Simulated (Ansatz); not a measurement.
## Single-point calculation of WSe2

System: WSe2 (9 atoms in the cell).
Method: DFT PBEsol, scalar-relativistic, plane waves, PAW, no spin polarisation (Ansatz 0.2.0).

The structure derives from a Materials Project entry. Figures and captions count atoms from 1; the log counts them from 0 in places.

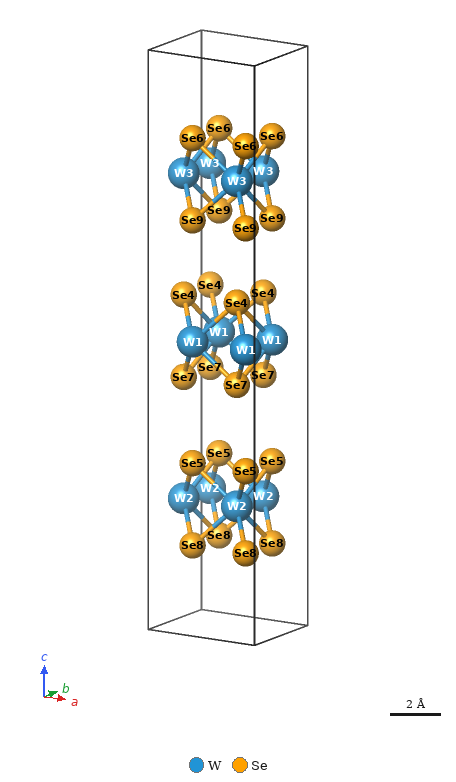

*The structure (ball-and-stick view of the 2 × 2 repeat of the cell, with the vacuum cut short, seen slightly off an axis; atoms are numbered from 1 in the order of the input). An atom can appear more than once, as a periodic image.*

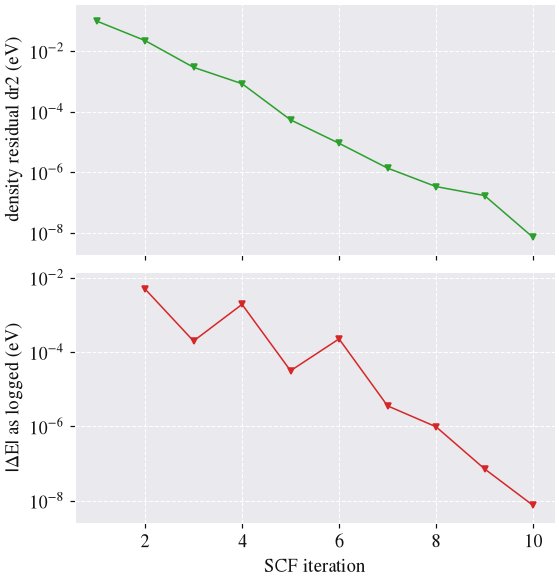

*Convergence of the self-consistent field: density residual dr2 and size of the energy change against the SCF iteration.*

The residual falls at every step.

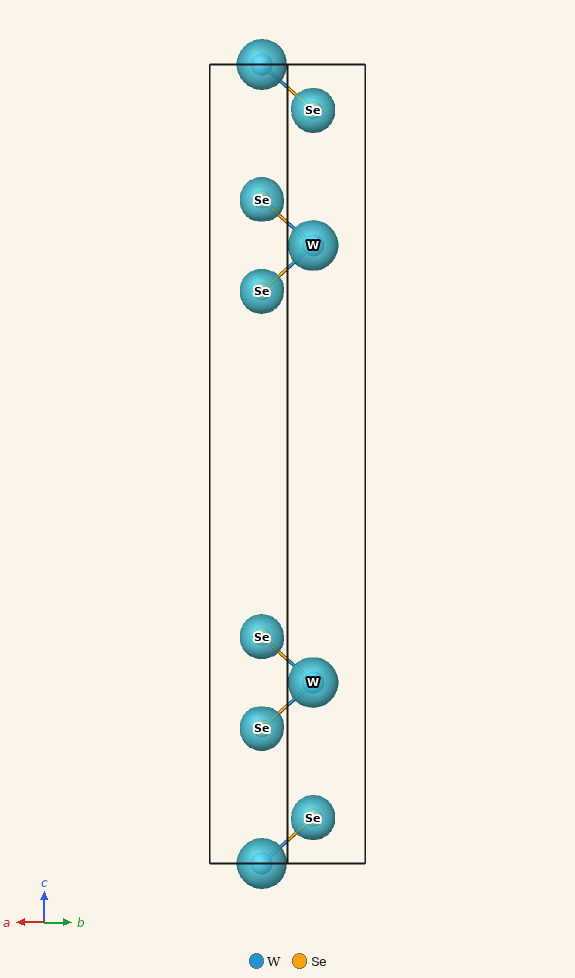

*Isosurface of the valence charge density (pseudo) at 1 e/Å³ (cyan), seen along [110]. Sticks mark near contacts. The outline is the cell set on symmetry axes.*

At this value the density breaks into separate islands; it holds about 70 % of the electrons treated as valence (semicore included). It is pinched off along the W–Se (2.52 Å) contacts. On the grid the lowest density along these lines, outside the cores, is 0.56 e/Å³ (W–Se, 2.52 Å). Core electrons are frozen (PAW), so the fields are smoothed inside the atomic spheres.

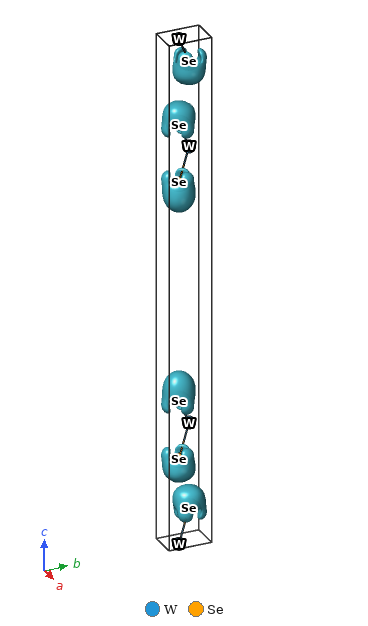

*Isosurface of the electron localisation function at 0.75 (cyan), seen slightly off an axis. Only the valence region is drawn (cores and ρ < 0.01 e/Å³ removed). Sticks mark near contacts. The outline is the cell set on symmetry axes.*

Values along the shortest contacts: W–Se (2.52 Å): the ELF is about 0.55 at the midpoint.

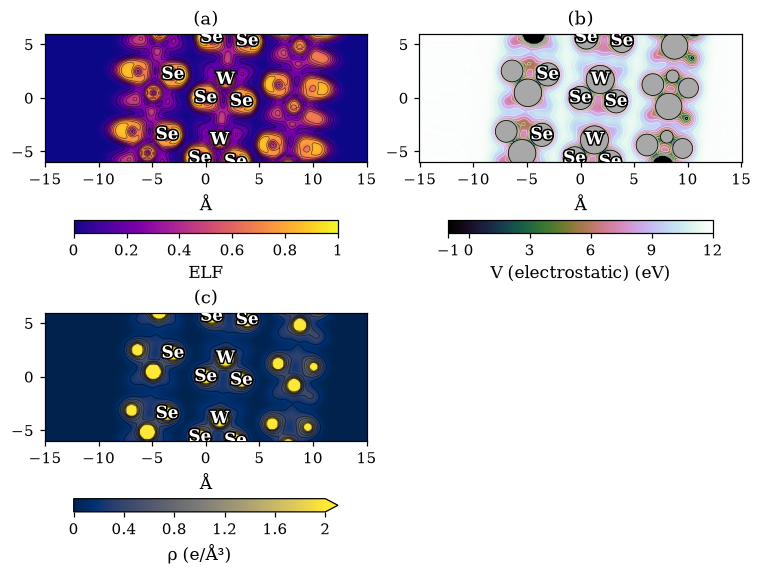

*(a) electron localisation function; (b) electrostatic potential (local pseudopotential plus Hartree) felt by an electron; (c) valence charge density (pseudo) on the (111) plane of the conventional cell. Grey discs, where drawn, cover atomic cores.*

The section cuts through W and Se sites. W–Se (2.52 Å): the density is about 0.56 e/Å³ at the midpoint; the ELF is about 0.55 at the midpoint. The density dies away to nearly zero in the voids. The strong features right at W lie inside the PAW spheres (semicore, d or f shells) and say nothing about bonding. Outside the cores the potential energy rises away from the atoms and is highest about 3.0 Å from the nearest atoms; outside the discs it spans about 12 eV, and its zero is arbitrary.

The input and output of the run follow.

### Input file
```yaml
crystal:
  lattice:
    - [3.2709028621, 0.0, 0.0]
    - [-1.635451431, 2.8326849719, 0.0]
    - [0.0, 0.0, 29.1847499586]
  atoms:
    - { symbol: W, position: [0.6666666667, 0.3333333333, 0.0] }
    - { symbol: W, position: [0.3333333333, 0.6666666667, 0.7734641533] }
    - { symbol: W, position: [0.3333333333, 0.6666666667, 0.2265358467] }
    - { symbol: Se, position: [0.3333333333, 0.6666666667, 0.0573689714] }
    - { symbol: Se, position: [0.6666666667, 0.3333333333, 0.830840301] }
    - { symbol: Se, position: [0.6666666667, 0.3333333333, 0.283834164] }
    - { symbol: Se, position: [0.3333333333, 0.6666666667, 0.9426310286] }
    - { symbol: Se, position: [0.6666666667, 0.3333333333, 0.716165836] }
    - { symbol: Se, position: [0.6666666667, 0.3333333333, 0.169159699] }
basis:
  ecutwfc: 420
kpoints:
  mp_grid: { grid: [12, 12, 1] }
hamiltonian:
  xc: pbesol
scf:
  occupations: { method: gaussian, width: 0.05 }
output:
  forces: true
  stress: true
  eigenvalues: true
  write_density: true
  write_potential: true
  elf: true
  volumetric_format: npy
```

Launched with:
```bash
ansatz run input.yaml --threads 2 --pin off --max-ram 5120MiB --backend cpu --events-out ev --progress --plain --runs-dir out
```

### What the program printed
```
Engine: ansatz 0.2.0, x86_64-unknown-linux-gnu
Pseudopotentials: kind: paw
Pseudopotential: W, paw, valence charge 14, recommended cutoff 420 eV (normal), W.paw.azcp
Pseudopotential: Se, paw, valence charge 16, recommended cutoff 420 eV (normal), Se.paw.azcp
Functional definition: PBEsol
  exchange = pbesol_x
  correlation = pbesol_c
Crystal: 9 atoms, lattice volume = 270.409 Å³
Basis set: ecut = 420 eV, 5413 PW (Γ), exchange–correlation on 48×48×400 points (8 copies of the dense FFT grid, shifted against one another)
Bands: 83, of which v1, the nominal top of the filled ones, is band 69 counted from 1 (68 counted from 0)
Symmetry: 12 space group operations
Space group: P-6m2 (ITA 187), of the structure as read, at distance tolerance 6.5e-5 Å
k-points: 19 of 144 (time reversal used)
Non-local potential: W, projectors of the file, l = 0: 3, l = 1: 2, l = 2: 2, l = 3: 1
Non-local potential: Se, projectors of the file, l = 0: 2, l = 1: 2, l = 2: 3, l = 3: 1
PAW form: soft (Blöchl's): semilocal exchange-correlation on the pseudo side does not see the compensation charge
PAW frozen core: W, regenerated for the run's functional, and the local potential with it (the file was generated under x = pbe(κ = 0.804, μ = 0.2195149727645171), c = pbe(β = 0.06672455060314922))
PAW frozen core: Se, regenerated for the run's functional, and the local potential with it (the file was generated under x = pbe(κ = 0.804, μ = 0.2195149727645171), c = pbe(β = 0.06672455060314922))
PAW one-centre angular grid: W, 590 points (default); XC on 64 Gauss nodes
PAW one-centre angular grid: Se, 590 points (default); XC on 64 Gauss nodes
Initial density: superposition of atomic densities (neutral atoms: chi_scale 0, normalization atom), corrected by the library's trained network
Initial wavefunctions: pseudopotential atomic-orbital guess
Functional: x = pbesol(κ = 0.804, μ = 0.12345679012345678), c = pbesol(β = 0.046)
SCF iter   1: F=—  HF=-63320.263051 eV  |F-HF|=—  |Δ(HF+E_count)|=         —  Δρ=4.39e-3  dr2=9.86e-2  ethr=1.77e-3  ⟨swp⟩=7.7  Hψ=6067  notcnv=0  defer=9
preconditioner: auto → Resta (q_TF=auto, 2.439 Å⁻¹)  ε∞=4.6  [insulator: Δε(μ)=1.216 eV  Ē_g=8.760 eV  σ=0.050 eV  W_gap=1.00  n_scr=76 (ndim 8)  ℏωp=16.6 eV  f_vac=0.343  D(μ)=0.00/eV (n_scr^D=0)  ε∞_Penn≈4.6  vacuum switching on, ρ_ref=5.6e-3 e/Å³]
SCF iter   2: F=—  HF=-63320.258076 eV  |F-HF|=—  |Δ(HF+E_count)|=   4.97e-3  Δρ=2.45e-3  dr2=2.23e-2  ethr=7.15e-5  ⟨swp⟩=2.0  Hψ=2480  notcnv=0  defer=104
SCF iter   3: F=—  HF=-63320.258274 eV  |F-HF|=—  |Δ(HF+E_count)|=   1.98e-4  Δρ=1.51e-3  dr2=2.91e-3  ethr=1.61e-5  ⟨swp⟩=2.0  Hψ=1878  notcnv=0  defer=104
SCF iter   4: F=—  HF=-63320.260191 eV  |F-HF|=—  |Δ(HF+E_count)|=   1.92e-3  Δρ=3.84e-4  dr2=8.39e-4  ethr=2.11e-6  ⟨swp⟩=2.7  Hψ=2432  notcnv=0  defer=104
SCF iter   5: F=—  HF=-63320.260223 eV  |F-HF|=—  |Δ(HF+E_count)|=   3.14e-5  Δρ=9.41e-5  dr2=5.37e-5  ethr=6.08e-7  ⟨swp⟩=2.1  Hψ=1878  notcnv=0  defer=104
SCF iter   6: F=—  HF=-63320.259997 eV  |F-HF|=—  |Δ(HF+E_count)|=   2.26e-4  Δρ=3.89e-5  dr2=9.03e-6  ethr=3.89e-8  ⟨swp⟩=2.4  Hψ=2447  notcnv=0  defer=104
SCF iter   7: F=—  HF=-63320.260000 eV  |F-HF|=—  |Δ(HF+E_count)|=   3.57e-6  Δρ=1.54e-5  dr2=1.37e-6  ethr=6.55e-9  ⟨swp⟩=2.0  Hψ=2308  notcnv=0  defer=104
SCF iter   8: F=—  HF=-63320.260001 eV  |F-HF|=—  |Δ(HF+E_count)|=   9.76e-7  Δρ=6.30e-6  dr2=3.36e-7  ethr=9.92e-10  ⟨swp⟩=2.0  Hψ=2027  notcnv=0  defer=104
SCF iter   9: F=—  HF=-63320.260001 eV  |F-HF|=—  |Δ(HF+E_count)|=   7.20e-8  Δρ=4.60e-6  dr2=1.70e-7  ethr=7.25e-11  ⟨swp⟩=19.3  Hψ=12767  notcnv=0
SCF iter  10: F=-63320.260001 eV  HF=-63320.260001 eV  |F-HF|=9.82e-10  |Δ(HF+E_count)|=   7.49e-9  Δρ=1.22e-6  dr2=7.07e-9  ethr=7.25e-11  ⟨swp⟩=10.6  Hψ=10174  notcnv=0
SCF 1 converged in 10 iterations: F = -63320.260001 eV  dr2 = 7.07e-9
  greatest PAW one-centre occupation: 1.000 electrons in one spin orbital (limit 2), on the Se atom at site 3 (counted from 0), in its partial waves of l = 2
WARN: The output density's exchange-correlation potential varies sharply where the density is thin. Do not read a vacuum level from v_tot or v_xc, or from such a field of the output density. On a cell that repeats whose density bears no net charge and no dipole along the vacuum's axis use v_es (v_loc + v_h of the components); under efield.dipole_correction with no amplitude use v_es + v_field, which holds any external_charges[].barrier, or the levels of the report's work_function block, which leave it out; under a non-zero efield.amplitude the vacuum is tilted and has no level; on a cell that repeats and bears such a dipole with no correction it is tilted too, and efield.dipole_correction with no amplitude gives each side of its ramp a level where efield: is served; in a cell that repeats whose density bears a net charge (total_charge, or a fill off its count) it is curved and has none; of a slab under crystal.periodic whose density bears no net charge use v_es, which has a level on each side, short of where the two are joined; of another it falls or rises all the way out and has none; of a slab beside external_charges read slab_vacuum_level instead, which it has where they leave it neutral. The grid or the basis barely resolves most such structure, and the values can differ between equally converged runs; as a rule a tighter scf.convergence.dr2_threshold does not remove it. Where the density itself ripples (under the LDA too) a higher basis.ecutwfc lessens it. The files hold the spikes' plane waves up to the density's cutoff. Files: v_tot_of_output_density and the like, and their columns of v_z.tsv (output.write_potential); v_xc_of_output_density and the like, and their columns of v_comp_z.tsv (output.write_potential_components). Measured: with its Gaussian average of σ = 0.25 Å subtracted twice, the exchange-correlation potential is over 0.1 eV at 841 of the grid points where the equally averaged density (valence and model cores) is under 1e-3 e/Å³, and 0.920 eV at the most among them, at an averaged density of 8.6e-8 e/Å³. See output.write_potential in the manual, Limitations
SCF converged after 10 iterations
Free energy (F): -63320.260001 eV
Harris-Foulkes:  -63320.260001 eV  (|F-HF|=9.82e-10)
Internal energy: -63320.260001 eV  (E = F + TS)
E sigma→0 (E₀):  -63320.260001 eV
Fermi energy:    7.509470 eV
--- Per-component energies (eV) ---
  E_band       = -3337.595976
  E_kinetic    = 2070.184492
  E_local      = -119941.139793  (includes V_loc(G=0)·N_el)
  E_nonlocal   = -3543.136626
  E_hartree    = 59231.707908
  E_xc         = -1419.240055
  E_vxc        = -1309.190079  (∫ρ·V_xc dr)
  E_paw        = -36516.935236  (= ΣΔE_a)
  E_vpaw       = 922.299322  (= ΣTr[D̂ρ^β])
  E_aug_tail   = -0.003839  (compensation charges beyond the density's cutoff)
  E_ewald      = 36791.587070
  E_core_change = 6.716079  (= ΣΔE_core)
  E_smearing   = -0.000000  (= −TS)
  E_closure    = 0.000000  (closes the sum)
  Σ components = -63320.260001   (vs F -63320.260001, Δ=0.00e0)
--- Forces (eV/Å), atoms counted from 1 ---
  atom   1  W      0.00000000    -0.00000000     0.00000000
  atom   2  W     -0.00000000     0.00000000    -0.00075342
  atom   3  W     -0.00000000     0.00000000     0.00075342
  atom   4  Se    -0.00000000     0.00000000     0.00003955
  atom   5  Se     0.00000000    -0.00000000     0.00111086
  atom   6  Se     0.00000000    -0.00000000    -0.00042811
  atom   7  Se    -0.00000000     0.00000000    -0.00003955
  atom   8  Se     0.00000000    -0.00000000     0.00042811
  atom   9  Se     0.00000000    -0.00000000    -0.00111086
  max |Σ_I F_I| component: 1.27e-17 eV/Å
--- Stress (GPa, compression-positive) ---
       -0.005794      -0.000000       0.000000
        0.000000      -0.005794       0.000000
        0.000000       0.000000      -0.004828
  P = ⅓ Tr σ = -0.0055 GPa (-0.055 kbar)
--- Band table (eV; the first three rows and the last of 19) ---
  k-point 0: bands = ["-67.1279", "-67.1252", "-67.1252", "-40.8016", "-40.8016", "-40.8010", "-40.8010", "-40.7964", "-40.7964", "-40.7964", "-40.7964", "-40.7835", "-40.7835", "-40.7835", "-40.7835", "-40.7724", "-40.7724", "-40.7712", "-40.7712", "-40.7670", "-40.7670", "-40.7670", "-40.7670", "-40.7605", "-40.7583", "-40.7546", "-40.7546", "-40.7502", "-40.7502", "-40.7502", "-40.7502", "-40.7363", "-40.7363", "-31.4285", "-31.4261", "-31.4261", "-31.2741", "-31.2741", "-31.2714", "-31.2714", "-31.2714", "-31.2714", "-8.2288", "-8.1564", "-8.0873", "-6.9867", "-6.8582", "-6.7494", "0.0627", "0.3910", "0.7387", "3.7492", "4.4109", "4.4109", "4.4159", "4.4159", "4.4196", "4.4196", "4.4443", "5.2671", "5.5636", "5.5636", "5.5793", "5.5793", "5.5922", "5.5922", "6.0890", "6.5998", "6.8874", "9.7817", "9.7817", "9.7983", "9.7983", "9.8161", "9.8161", "9.9341", "9.9341", "9.9971", "9.9971", "10.0437", "10.0437", "11.2244", "11.4112"]
  k-point 1: bands = ["-67.1271", "-67.1244", "-67.1244", "-40.8015", "-40.8013", "-40.8010", "-40.8007", "-40.7964", "-40.7964", "-40.7961", "-40.7961", "-40.7835", "-40.7835", "-40.7831", "-40.7831", "-40.7724", "-40.7724", "-40.7714", "-40.7712", "-40.7671", "-40.7671", "-40.7670", "-40.7670", "-40.7603", "-40.7581", "-40.7545", "-40.7545", "-40.7503", "-40.7503", "-40.7503", "-40.7503", "-40.7361", "-40.7361", "-31.4250", "-31.4225", "-31.4225", "-31.2912", "-31.2886", "-31.2886", "-31.2781", "-31.2754", "-31.2754", "-8.1207", "-8.0486", "-7.9795", "-6.9290", "-6.8035", "-6.6977", "0.2000", "0.5267", "0.8756", "3.6305", "4.0853", "4.0939", "4.1005", "4.2432", "4.5145", "4.5215", "4.5271", "4.7997", "5.3786", "5.3963", "5.4110", "5.5299", "5.5676", "5.7741", "6.1065", "6.5526", "6.7654", "9.5045", "9.5383", "9.5555", "9.5556", "9.6145", "9.6562", "9.7680", "9.8324", "9.9033", "9.9723", "10.0064", "10.0200", "11.4938", "11.7388"]
  k-point 2: bands = ["-67.1250", "-67.1224", "-67.1224", "-40.8014", "-40.8012", "-40.8004", "-40.7998", "-40.7964", "-40.7964", "-40.7952", "-40.7952", "-40.7835", "-40.7835", "-40.7823", "-40.7823", "-40.7726", "-40.7726", "-40.7719", "-40.7713", "-40.7674", "-40.7674", "-40.7671", "-40.7671", "-40.7599", "-40.7577", "-40.7541", "-40.7541", "-40.7507", "-40.7507", "-40.7504", "-40.7504", "-40.7357", "-40.7357", "-31.4153", "-31.4129", "-31.4129", "-31.3378", "-31.3352", "-31.3352", "-31.2888", "-31.2862", "-31.2862", "-7.8101", "-7.7391", "-7.6709", "-6.7633", "-6.6470", "-6.5504", "0.5828", "0.9019", "1.2512", "3.2927", "3.3000", "3.3340", "3.3364", "3.7529", "4.0710", "4.8000", "4.8124", "4.8242", "4.9486", "4.9707", "4.9881", "5.2597", "5.3988", "5.7039", "6.0348", "6.2639", "6.3512", "8.7552", "8.9386", "9.1639", "9.3028", "9.4437", "9.4894", "9.5237", "9.5904", "9.5972", "10.3474", "10.4124", "10.4601", "11.9213", "12.2034"]
  k-point 18: bands = ["-67.1151", "-67.1124", "-67.1124", "-40.7997", "-40.7984", "-40.7982", "-40.7981", "-40.7941", "-40.7941", "-40.7934", "-40.7934", "-40.7811", "-40.7811", "-40.7804", "-40.7804", "-40.7744", "-40.7735", "-40.7725", "-40.7723", "-40.7687", "-40.7687", "-40.7681", "-40.7681", "-40.7581", "-40.7556", "-40.7521", "-40.7521", "-40.7519", "-40.7519", "-40.7514", "-40.7514", "-40.7337", "-40.7337", "-31.4629", "-31.4604", "-31.4604", "-31.4344", "-31.4317", "-31.4317", "-31.3689", "-31.3664", "-31.3664", "-5.7666", "-5.7579", "-5.7579", "-5.6824", "-5.6718", "-5.6717", "1.1880", "1.2459", "1.3013", "1.3652", "1.3831", "1.3894", "2.2074", "2.2952", "2.3690", "2.8623", "2.8712", "2.9935", "3.3181", "3.4231", "3.4896", "4.3508", "4.3929", "4.4197", "6.6618", "6.7415", "6.8189", "8.4457", "8.4470", "8.4471", "9.1320", "9.5121", "9.9039", "10.2542", "10.2837", "10.3441", "11.6218", "11.6858", "11.8331", "12.6734", "12.7365"]
```

### Results in brief

```json
{"quantity": "outcome", "value": "converged"}
{"quantity": "space group (tolerance 0.01 Å)", "value": "P-6m2 (187)"}
{"quantity": "electrons treated", "value": "138"}
{"quantity": "free energy", "value": "−63320.2600 eV"}
{"quantity": "Fermi energy", "value": "7.509 eV"}
{"quantity": "gap on the k-point mesh", "value": "1.25 eV"}
{"quantity": "pressure", "value": "−0.01 GPa"}
{"quantity": "largest force (length of the vector)", "value": "0.001 eV/Å"}
{"quantity": "hardware", "value": "2 threads of AMD EPYC (Zen 5), 32 GiB of memory available, shared host"}
{"quantity": "wall time", "value": "9.3 s (CPU time 18 s)"}
{"quantity": "peak memory", "value": "0.79 GiB"}
```

### Notes

The program warns: the exchange-correlation potential is rough where the density is thin. Spin–orbit coupling is left out, which matters for W.
